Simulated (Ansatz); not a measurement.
## Electronic structure of C18O (slab) in real space

The calculation's input:

```
crystal:
  lattice:
    - [7.398, 0.0, 0.0]
    - [-3.699, 6.406856, 0.0]
    - [0.0, 0.0, 11.0]
  atoms:
    - { symbol: C, position: [0.0, 0.0, 0.0909091] }
    - { symbol: C, position: [0.2222222, 0.1111111, 0.0909091] }
    - { symbol: C, position: [0.0, 0.3333333, 0.0909091] }
    - { symbol: C, position: [0.2222222, 0.4444444, 0.0909091] }
    - { symbol: C, position: [0.0, 0.6666667, 0.0909091] }
    - { symbol: C, position: [0.2222222, 0.7777778, 0.0909091] }
    - { symbol: C, position: [0.3333333, 0.0, 0.0909091] }
    - { symbol: C, position: [0.5555556, 0.1111111, 0.0909091] }
    - { symbol: C, position: [0.3333333, 0.3333333, 0.0909091] }
    - { symbol: C, position: [0.5555556, 0.4444444, 0.0909091] }
    - { symbol: C, position: [0.3333333, 0.6666667, 0.0909091] }
    - { symbol: C, position: [0.5555556, 0.7777778, 0.0909091] }
    - { symbol: C, position: [0.6666667, 0.0, 0.0909091] }
    - { symbol: C, position: [0.8888889, 0.1111111, 0.0909091] }
    - { symbol: C, position: [0.6666667, 0.3333333, 0.0909091] }
    - { symbol: C, position: [0.8888889, 0.4444444, 0.0909091] }
    - { symbol: C, position: [0.6666667, 0.6666667, 0.0909091] }
    - { symbol: C, position: [0.8888889, 0.7777778, 0.0909091] }
    - { symbol: O, position: [0.6080733, 0.9222093, 0.2127273], spin: 1.0 }
magnetization:
  spin_polarized: true
basis:
  ecutwfc: 420.0
kpoints:
  mp_grid: { grid: [2, 2, 1] }
hamiltonian:
  xc: pbesol
scf:
  occupations: { method: fermi_dirac, width: 0.05 }
  lower_state_search: "off"
relax:
  f_tol: 0.08
  max_steps: 25
  adjacent_minimum: "off"
output:
  write_density: true
  write_potential: true
  elf: true
  volumetric_format: npy
```

Run with:

```sh
ansatz run input.yaml --threads 1 --pin off --max-ram 3072MiB --backend cpu --events-out ev --progress --plain --runs-dir out
```

The fields are those of the relaxed geometry.

The program warned that a starting moment wasn't kept; spin-polarised, but the moments vanished.

Method: Ansatz, DFT PBEsol, scalar-relativistic, plane waves, PAW.

In a PAW calculation such maps are meaningful between the atoms, not at the nuclei.

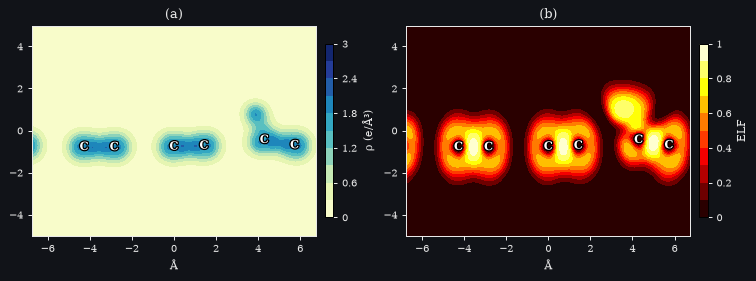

Figure 1. (a) valence electron density; (b) electron localisation function on the (110) plane of the calculation cell, a cut from vacuum to vacuum.

Read the bonding off the picture.

Answer. The plane passes through C nuclei.
Atoms just off the plane (O, 0.6 Å away) can leave unmarked features too.
C–C (1.43 Å): ρ at the midpoint is about 2 e/Å³; the ELF peaks at about 0.95 between the atoms (a covalent bond).
The density dies away to nearly zero in the vacuum.
The ELF also peaks beside O, away from the bonds: lone-pair regions.

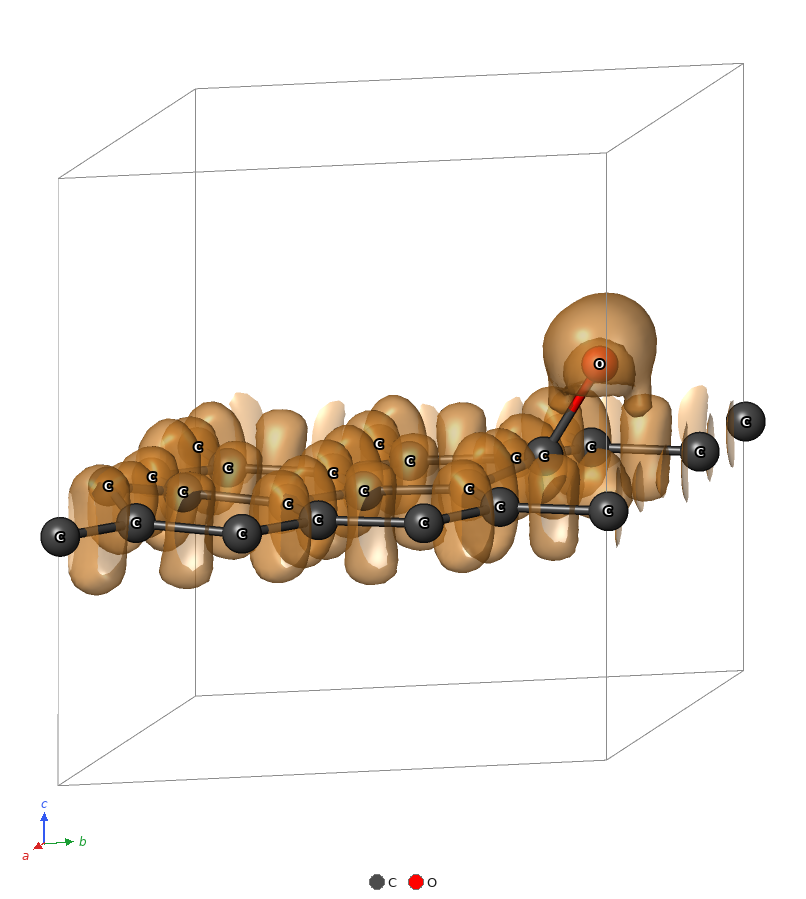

Figure 2. Isosurface of the ELF at 0.75 (orange), seen slightly off an axis. Only the valence region is drawn (cores and ρ < 0.01 e/Å³ removed). Sticks mark near contacts.

Identify the bonds, lone pairs and shells in this picture.

Answer. At this value the surface marks out 27 regions between bonded C–C atoms (shared pairs) and one region on O in which the atom's valence shell and bonds are merged, counted in one cell of 19 atoms. Counts are for one cell; the picture repeats the cell along the surface.


C–C (1.39 Å): the ELF peaks at about 0.95 between the atoms: localised, covalent bonding. C–O (1.45 Å): the ELF peaks at about 0.75 between the atoms (a polar covalent bond).
